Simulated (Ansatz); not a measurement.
# Si₁₂HO₂₄ (cell with a defect): what the fields show

Input file:

```
crystal:
  lattice:
    - [5.1053795026, 0.0, 5.5850507228]
    - [5.1053795026, 0.0, -5.5850507228]
    - [1.0e-10, 8.8427766904, 0.0]
  atoms:
    - { symbol: Si, position: [0.7083333333, 0.0416666667, 0.25] }
    - { symbol: Si, position: [0.2083333333, 0.5416666667, 0.25] }
    - { symbol: Si, position: [0.9583333333, 0.2916666667, 0.75] }
    - { symbol: Si, position: [0.4583333333, 0.7916666667, 0.75] }
    - { symbol: Si, position: [0.2916666667, 0.9583333333, 0.25], spin: 0.091 }
    - { symbol: Si, position: [0.7916666667, 0.4583333333, 0.25], spin: 0.091 }
    - { symbol: Si, position: [0.5416666667, 0.2083333333, 0.75] }
    - { symbol: Si, position: [0.0416666667, 0.7083333333, 0.75] }
    - { symbol: Si, position: [0.75, 0.75, 0.0], spin: 0.091 }
    - { symbol: Si, position: [0.25, 0.25, 0.0] }
    - { symbol: Si, position: [0.0, 0.0, 0.5], spin: 0.091 }
    - { symbol: Si, position: [0.5, 0.5, 0.5] }
    - { symbol: O, position: [0.5, 1.0, 0.2919802235] }
    - { symbol: O, position: [0.0, 0.5, 0.2919802235], spin: 0.091 }
    - { symbol: O, position: [0.75, 0.25, 0.7919802235] }
    - { symbol: O, position: [0.25, 0.75, 0.7919802235] }
    - { symbol: O, position: [0.3226814991, 0.4893481657, 0.3959901117] }
    - { symbol: O, position: [0.8226814991, 0.9893481657, 0.3959901117], spin: 0.091 }
    - { symbol: O, position: [0.5726814991, 0.7393481657, 0.8959901117] }
    - { symbol: O, position: [0.0726814991, 0.2393481657, 0.8959901117] }
    - { symbol: O, position: [0.1773185009, 0.0106518343, 0.3959901117], spin: 0.091 }
    - { symbol: O, position: [0.6773185009, 0.5106518343, 0.3959901117] }
    - { symbol: O, position: [0.4273185009, 0.2606518343, 0.8959901117] }
    - { symbol: O, position: [0.9273185009, 0.7606518343, 0.8959901117] }
    - { symbol: O, position: [0.25, 0.75, 0.2080197765], spin: 0.091 }
    - { symbol: O, position: [0.75, 0.25, 0.2080197765] }
    - { symbol: O, position: [0.5, 1.0, 0.7080197765] }
    - { symbol: O, position: [0.0, 0.5, 0.7080197765] }
    - { symbol: O, position: [0.7606518343, 0.9273185009, 0.1040098883], spin: 0.091 }
    - { symbol: O, position: [0.2606518343, 0.4273185009, 0.1040098883] }
    - { symbol: O, position: [0.0106518343, 0.1773185009, 0.6040098883] }
    - { symbol: O, position: [0.5106518343, 0.6773185009, 0.6040098883] }
    - { symbol: O, position: [0.2393481657, 0.0726814991, 0.1040098883] }
    - { symbol: O, position: [0.7393481657, 0.5726814991, 0.1040098883], spin: 0.091 }
    - { symbol: O, position: [0.4893481657, 0.3226814991, 0.6040098883] }
    - { symbol: O, position: [0.9893481657, 0.8226814991, 0.6040098883] }
    - { symbol: H, position: [0.9583333333, 0.7916666667, 0.25], spin: 0.091 }
  host:
    lattice:
      - [5.1053795026, 0.0, 0.0]
      - [-2.5526897513, 4.4213883452, 0.0]
      - [0.0, 0.0, 5.5850507228]
    atoms:
      - { symbol: Si, position: [0.0, 0.5, 0.6666666667] }
      - { symbol: Si, position: [0.5, 0.5, 0.3333333333] }
      - { symbol: Si, position: [0.5, 0.0, 0.0] }
      - { symbol: O, position: [0.7919802235, 0.583960447, 0.5] }
      - { symbol: O, position: [0.2080197765, 0.7919802235, 0.8333333333] }
      - { symbol: O, position: [0.583960447, 0.7919802235, 0.1666666667] }
      - { symbol: O, position: [0.2080197765, 0.416039553, 0.5] }
      - { symbol: O, position: [0.7919802235, 0.2080197765, 0.8333333333] }
      - { symbol: O, position: [0.416039553, 0.2080197765, 0.1666666667] }
basis:
  ecutwfc: 420
  xc_grid: 2
kpoints:
  mp_grid: { grid: [2, 2, 2], shift: [0.5, 0.5, 0.5] }
hamiltonian:
  xc: pbe
scf:
  occupations: { method: gaussian, width: 0.01 }
output:
  forces: true
  stress: false
  eigenvalues: true
  populations: true
  charged_corrections: { defect_position: [0.95833333, 0.79166667, 0.25] }
  write_density: true
  write_potential: true
  elf: true
  volumetric_format: npy
magnetization:
  spin_polarized: true
relax:
  adjacent_minimum: "off"
  f_tol: 0.025
  max_steps: 45
```

Command:

```sh
ansatz run input.yaml --threads 4 --pin off --max-ram 10240MiB --backend cpu --events-out ev --progress --plain --runs-dir out
```

The fields are those of the run's last geometry, not of the input's.

Spin-polarised.

Method: Ansatz, DFT PBE, scalar-relativistic, plane waves, PAW.

In a PAW calculation such maps are meaningful between the atoms, not at the nuclei.

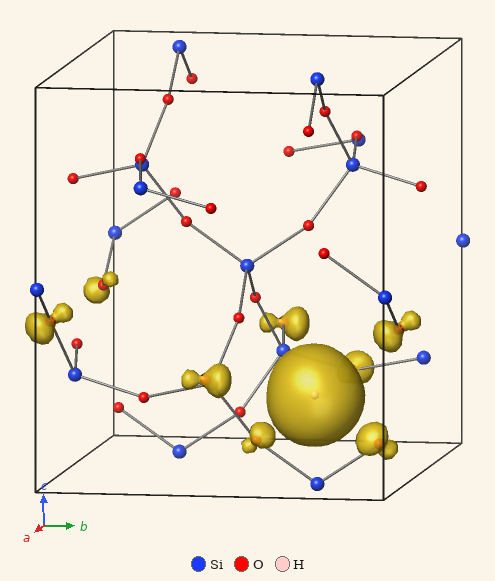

Figure 1. Isosurface of the spin density (up minus down) at +0.03 e/Å³ (yellow), seen slightly off an axis. Sticks mark near contacts.

**Where is the spin, and how is it ordered?**

The spin density sits on H: +0.7 μB in one cell of 37 atoms: a single local moment. The cell of the calculation (37 atoms) carries 1.0 μB of net spin moment.

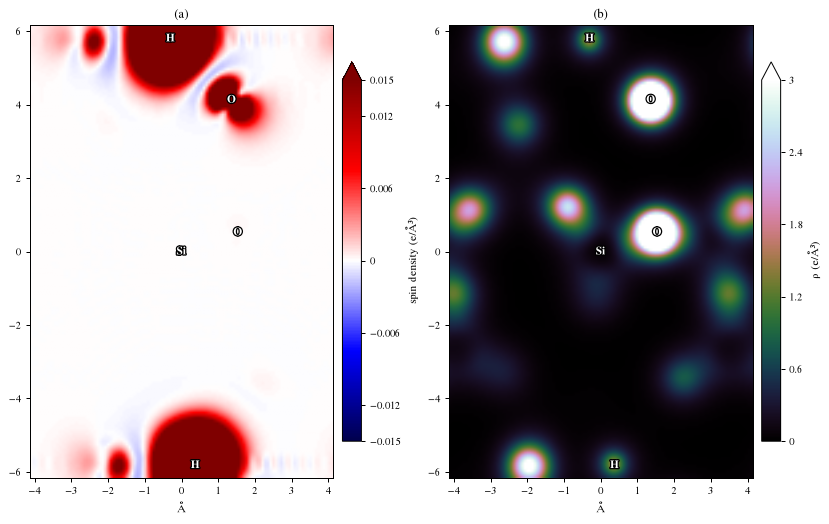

Figure 2. (a) spin density; (b) valence pseudo-density on the (101) plane of the calculation cell.

**Read the bonding off the picture.**

The section cuts through Si, O and H sites. Atoms just off the plane (Si, 0.3 Å away and O, 0.5 Å away) can leave unmarked features too. Si–O (1.62 Å): the density is about 1.2 e/Å³ at the midpoint. O–H (2.37 Å): ρ is about 0.15 e/Å³ halfway. Between the atoms the lowest density in this plane is 0.006 e/Å³.

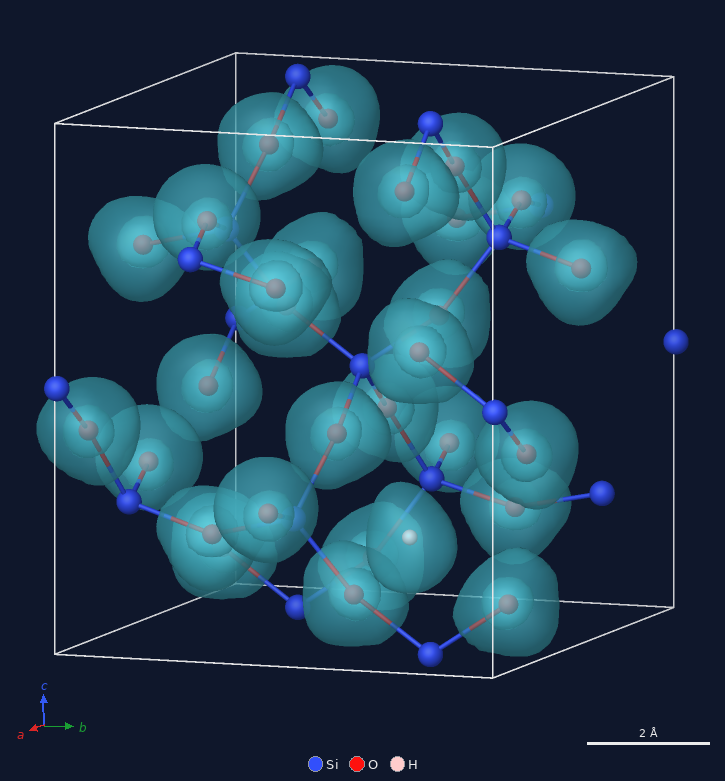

Figure 3. Isosurface of the ELF at 0.75 (cyan), seen slightly off an axis. Only the valence region is drawn (cores and ρ < 0.01 e/Å³ removed). Sticks mark near contacts.

**What do the ELF domains correspond to?**

The surface consists of one region around a hydrogen nucleus and 24 regions on O in which the atom's valence shell and bonds are merged, counted in one cell of 37 atoms. Regions shared between cells count once. Profiles from the grid: Si–O (1.62 Å): the ELF peaks at about 0.85 between the atoms (a short, strongly polar bond). O–H (2.37 Å): the ELF climbs to about 1 towards the hydrogen, as it does in any bond to H.

**Does the calculation give a band gap?**

It is gapped, with a Kohn–Sham gap of 3.6 eV on the k-point mesh, an upper bound to the gap of this method.
